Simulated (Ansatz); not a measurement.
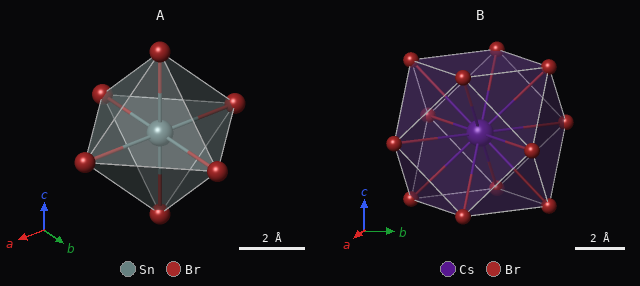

Coordination polyhedra in CsSnBr3 (Pm-3m). Continuous shape measures are computed against ideal polyhedra (0 is ideal; above about 3 the distortion is strong). Geometry: the structure of a calculation's input, shown in its standard cell.

**Name each polyhedron.**

A. SnBr6: an essentially ideal octahedron (coordination number 6, S = 0.00; next best trigonal prism, S = 16.7); mean bond 2.92 Å.
B. CsBr12: an essentially ideal cuboctahedron (coordination number 12, S = 0.00; next best icosahedron, S = 5.3); mean bond 4.13 Å.
